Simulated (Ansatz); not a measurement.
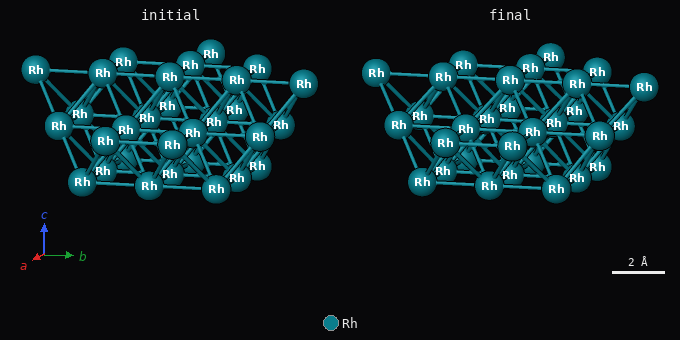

The structure of a slab of composition Rh (cut from the Fm-3m phase) before (left) and after (right) a constrained relaxation, at one scale.

A ball-and-stick model of the atoms within 5.8 Å of the atom that moves most (axes of the 1 × 3 repeat of the cell, outlined in the plane, without the vacuum), seen slightly off an axis.

Case: stripe over 3 of 6 cells, two steps. 12 atoms are held fixed.

Level of theory: Ansatz 0.2.0, DFT PBE, scalar-relativistic, plane waves, PAW. (plane-wave cutoff 420 eV; k-point mesh 2 × 12 × 1; occupations gaussian; smearing width 0.1 eV; no spin polarisation; dipole correction; atoms relaxed in a fixed cell; force threshold 0.02 eV/Å; at most 45 steps)

Q: Describe what moved and what it gained.

A: The energy falls by 0.233 eV per cell of the calculation in 3 accepted moves (4 points after the start). The largest force component goes from 0.91 to 0.015 eV/Å. 1 step only repeated the SCF at the same geometry. The largest moves, 0.15 Å, are those of Rh atoms. The cell doesn't change. Among the contacts that change: Rh–Rh 2.708 → 2.614 Å, Rh–Rh 2.708 → 2.657 Å, Rh–Rh 2.708 → 2.758 Å, Rh–Rh 2.708 → 2.689 Å.
